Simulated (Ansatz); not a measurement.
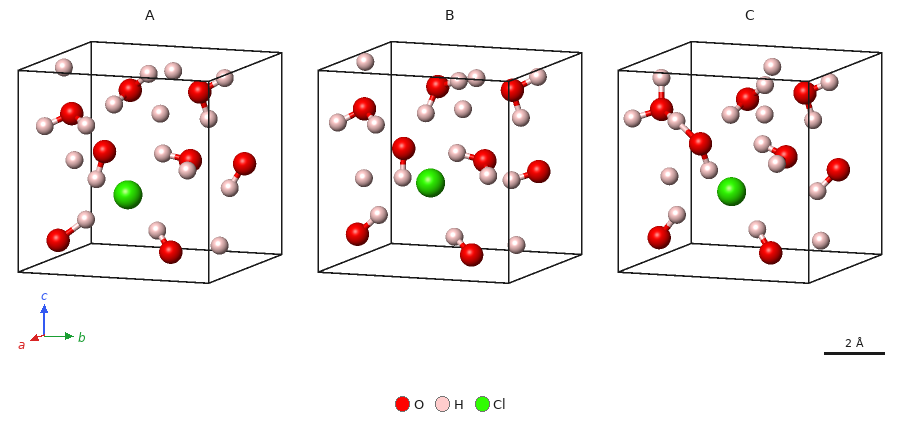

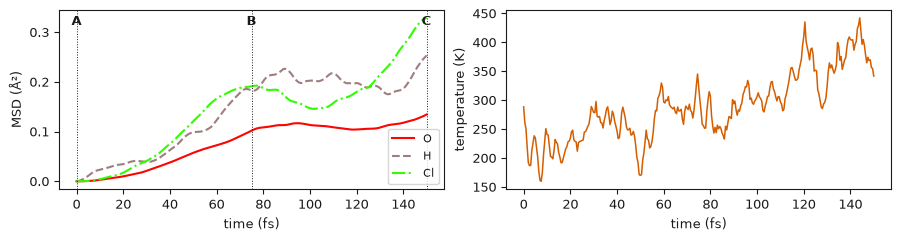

First-principles dynamics of a periodic cell with 8 H2O + 1 HCl at 0.937 g/cm³, 150 fs long. Frames (A at 0 fs, B at 75 fs, C at 150 fs) and the history of the run. A ball-and-stick model of the simulation cell, seen slightly off an axis.

Theory: Ansatz, DFT PBE, scalar-relativistic, plane waves, PAW. Run with plane-wave cutoff 420 eV; k-point mesh 1 × 1 × 1; Fermi-Dirac smearing 0.05 eV; low-accuracy preset; Langevin thermostat (NVT); set temperature 300 K; time step 0.5 fs; friction 0.02 per fs.

What happens in this trajectory?

Answer. Over the second half the temperature averages 327 K (spread ±50 K). The potential energy is still drifting at the end, so the run hasn't reached equilibrium. The potential energy in the second half lies on average 24.6 meV per atom above the first frame. Root-mean-square distances from the starting positions over the second half, with the common drift of all atoms taken out: H 0.45 Å, Cl 0.45 Å, O 0.34 Å. The heavy atoms stay within a fraction of a molecule's size of their starting places; so short a run doesn't tell a liquid from a solid. Bond changes: one H–O bond forms at about 112 fs.

Limits of the set-up: the program's low-accuracy preset was used; the periodic images lie only 6.8 Å apart, so the values are limited by the cell's size.

Cost: 7.8 min on 1 thread of Arm Neoverse V1 (shared host), peak memory 0.36 GiB.
